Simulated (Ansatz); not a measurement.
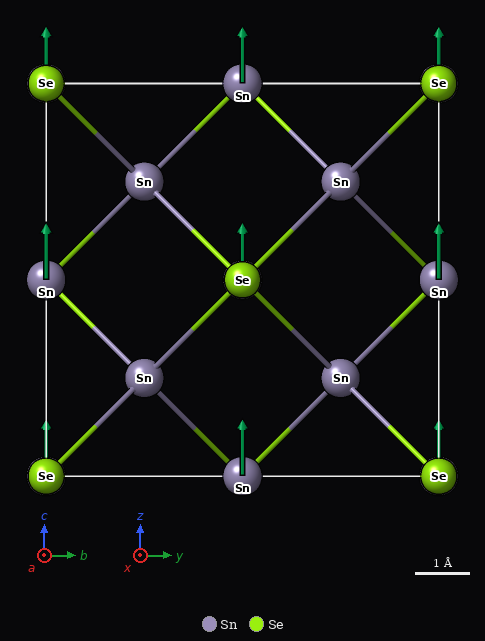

A crystal of Sn3Se (Fm-3m): Sn3 (one in each cell of 4 atoms) is moved along Cartesian [0 0 1], all else fixed. The picture shows the reference cell. The green arrows give the direction of positive displacement. Style: ball-and-stick. Shown: the conventional cell (4 times the calculation's cell), along the a axis. Lengths and directions refer to the drawn axes.

All numbers below come from DFT PBEsol, scalar-relativistic, plane waves, PAW in Ansatz. (plane-wave cutoff 420 eV; k-point mesh 12 × 12 × 12; occupations gaussian; smearing width 0.15 eV; no spin polarisation). Energies (free energies at the smearing named) are counted from the relaxed crystal.

```
CELL_PARAMETERS angstrom
0.00000 3.65819 3.65819
3.65819 0.00000 3.65819
3.65819 3.65819 0.00000
ATOMIC_POSITIONS crystal
Sn 0.25000 0.25000 0.25000
Sn 0.75000 0.75000 0.75000
Sn 0.50000 0.50000 0.50000
Se 0.00000 0.00000 0.00000
```

Question: Predict the energy profile (the displacement: −0.1000, −0.0667, −0.0333, 0.0000, 0.0167, 0.0333, 0.0500, 0.0667, 0.0833, 0.1000 Å).

Answer:
| displacement (Å) | energy change (meV/cell) |
| --- | --- |
| −0.1000 | 15.3 |
| −0.0667 | 6.8 |
| −0.0333 | 1.7 |
| 0.0000 | 0.0 |
| 0.0167 | 0.4 |
| 0.0333 | 1.7 |
| 0.0500 | 3.8 |
| 0.0667 | 6.8 |
| 0.0833 | 10.6 |
| 0.1000 | 15.3 |

Points that are alike by symmetry were computed once.

The lowest computed point lies at the displacement 0.00 Å (0.0 meV/cell). At the ends of the scan the energy is 15.3 meV/cell (−0.10 Å) and 15.3 meV/cell (0.10 Å). The curvature at zero is about 3.1 eV/Å². The well is symmetric. At the highest point the shortest interatomic distance is 3.11 Å, against 3.17 Å in the reference. The distortion takes the space group from Fm-3m to I4mm.

The computed profile (hollow markers are points alike by symmetry):

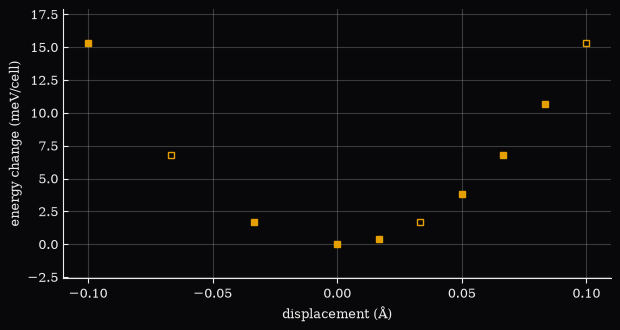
